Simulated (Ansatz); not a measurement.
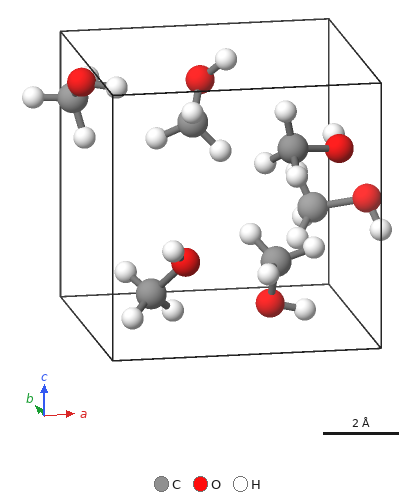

Starting frame of a dynamics run of a periodic cell with 6 CH3OH at 0.794 g/cm³. It starts from the last geometry of an earlier run, with fresh velocities. A ball-and-stick model of the simulation cell, seen slightly off an axis.

These are results of DFT PBE-D3(BJ), scalar-relativistic, plane waves, PAW in Ansatz 0.2.0, not measurements.

The input:
```yaml
accuracy: low
crystal:
  lattice:
    - [7.380323, 0.0, 0.0]
    - [0.0, 7.380323, 0.0]
    - [0.0, 0.0, 7.380323]
  atoms:
    - { symbol: C, position: [0.92405242, 0.93469958, 0.30425847] }
    - { symbol: O, position: [1.11652108, 0.88552083, 0.34142781] }
    - { symbol: H, position: [0.86852352, 0.95631107, 0.43656826] }
    - { symbol: H, position: [1.15843297, 0.83514426, 0.23256127] }
    - { symbol: H, position: [0.91498699, 1.07305553, 0.23692132] }
    - { symbol: H, position: [0.84979363, 0.84551537, 0.21356526] }
    - { symbol: C, position: [0.42340436, 0.66023349, 0.71466248] }
    - { symbol: O, position: [0.4745736, 0.78196506, 0.84324577] }
    - { symbol: H, position: [0.2980854, 0.70959913, 0.64796027] }
    - { symbol: H, position: [0.55825949, 0.71557134, 0.93185506] }
    - { symbol: H, position: [0.52183926, 0.63471518, 0.60846068] }
    - { symbol: H, position: [0.39848618, 0.53740106, 0.78037316] }
    - { symbol: C, position: [0.0098521, 0.8314234, 0.78515563] }
    - { symbol: O, position: [0.00940014, 0.66040581, 0.88473185] }
    - { symbol: H, position: [-0.13009495, 0.87190258, 0.78309264] }
    - { symbol: H, position: [0.13031539, 0.61261665, 0.8704484] }
    - { symbol: H, position: [0.08694647, 0.93386783, 0.83442647] }
    - { symbol: H, position: [0.04704597, 0.79920266, 0.64071986] }
    - { symbol: C, position: [0.69953692, 0.48252004, 0.21935885] }
    - { symbol: O, position: [0.6962761, 0.57899504, 0.03998588] }
    - { symbol: H, position: [0.64396939, 0.34504558, 0.20708506] }
    - { symbol: H, position: [0.82712487, 0.58817756, 0.00756123] }
    - { symbol: H, position: [0.84074492, 0.48454102, 0.26524898] }
    - { symbol: H, position: [0.62233932, 0.57541681, 0.30466772] }
    - { symbol: C, position: [0.2069217, 0.34230631, 0.15491569] }
    - { symbol: O, position: [0.31735605, 0.25127299, 0.29072354] }
    - { symbol: H, position: [0.30122343, 0.4131456, 0.07036491] }
    - { symbol: H, position: [0.25362157, 0.16057918, 0.35640429] }
    - { symbol: H, position: [0.11881393, 0.24864206, 0.089254] }
    - { symbol: H, position: [0.13307014, 0.45193588, 0.21423751] }
    - { symbol: C, position: [0.71932109, 0.26033856, 0.69851422] }
    - { symbol: O, position: [0.90484242, 0.32884147, 0.67301169] }
    - { symbol: H, position: [0.70888655, 0.13090348, 0.62404498] }
    - { symbol: H, position: [0.90929299, 0.45649294, 0.69573647] }
    - { symbol: H, position: [0.68971206, 0.24761052, 0.84204672] }
    - { symbol: H, position: [0.63431523, 0.3563819, 0.62385532] }
basis:
  ecutwfc: 420.0
kpoints:
  mp_grid: { grid: [1, 1, 1] }
hamiltonian:
  xc: pbe
  dispersion: d3bj
scf:
  occupations: { method: fermi_dirac, width: 0.05 }
  lower_state_search: "off"
md:
  timestep: 0.5
  n_steps: 400
  ensemble: nvt_langevin
  temperature: 300.0
  initial_velocities: maxwell_boltzmann
  seed: 216133
  friction: 0.02
```

Launched with:
```bash
ansatz run input.yaml --threads 1 --pin off --max-ram 3072MiB --backend cpu --events-out ev --progress --plain --runs-dir out
```

Question: What does the trajectory do?

Answer: Over the second half the temperature averages 314 K (spread ±24 K). The potential energy is still drifting at the end, so the run hasn't reached equilibrium. The potential energy in the second half lies on average 4.6 meV per atom below the first frame. In the second half of the run the atoms are, in the root-mean-square, this far from where they began (common drift taken out): H 0.64 Å, O 0.40 Å, C 0.28 Å. The heavy atoms stay within a fraction of a molecule's size of their starting places; so short a run doesn't tell a liquid from a solid.

Along the run (each row but the first and the last is the mean over the interval that it begins):

```
time (fs)  potential energy (meV/atom)  T (K)
      0.0                          0.0    292
     33.0                         -1.6    273
     66.0                         -3.6    315
     99.0                          0.1    312
    132.0                         -3.9    318
    165.0                         -9.2    313
    198.0                        -12.4    283
```

The paths of the atoms:

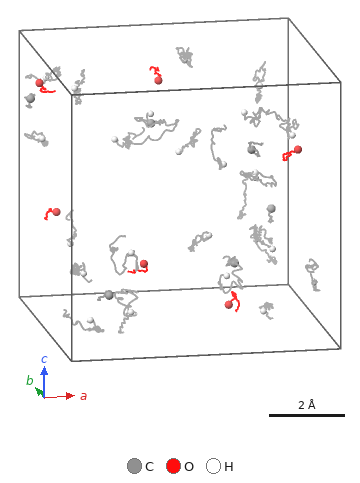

Limits of the set-up: the program's low-accuracy preset was used; the periodic images lie only 7.4 Å apart, so the values are limited by the cell's size.
